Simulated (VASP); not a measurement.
```
Al
1.0
     5.13362    0.00000    0.00000
     0.00000    5.13362    0.00000
     0.00000    0.00000    5.13362
Al
8
Direct
  0.50000 0.50000 0.50000
  0.00000 0.00000 0.00000
  0.25000 0.00000 0.50000
  0.50000 0.25000 0.00000
  0.50000 0.75000 0.00000
  0.75000 0.00000 0.50000
  0.00000 0.50000 0.75000
  0.00000 0.50000 0.25000
```

Space group Pm-3n; a generated structure, not necessarily the stable one.

These are results of VASP 6.6.1, Kohn-Sham DFT of a periodic cell, PBE, VASP PAW PBE potentials, recommended, not measurements.

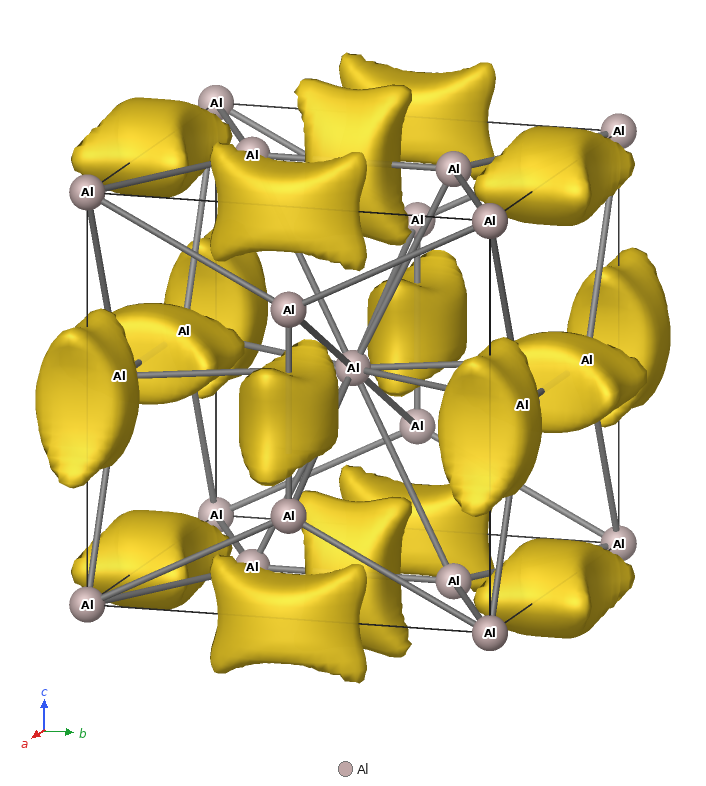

Al. Isosurface of the electron localisation function at 0.65 (yellow), seen slightly off an axis. Core shells and regions of very low density are left out. Sticks mark near contacts.

Core electrons are frozen (PAW), and the valence fields are smoothed inside the atomic spheres.

Question: What do the ELF domains correspond to?

Answer: At this value the surface marks out six regions between bonded Al–Al atoms (shared pairs), counted in one cell of 8 atoms. Any copies at cell faces, edges or corners count once. Along the contacts the grid gives the following. Al–Al (2.57 Å): the ELF peaks at about 0.80 between the atoms. Al–Al (2.87 Å): the ELF peaks at about 0.65 between the atoms.
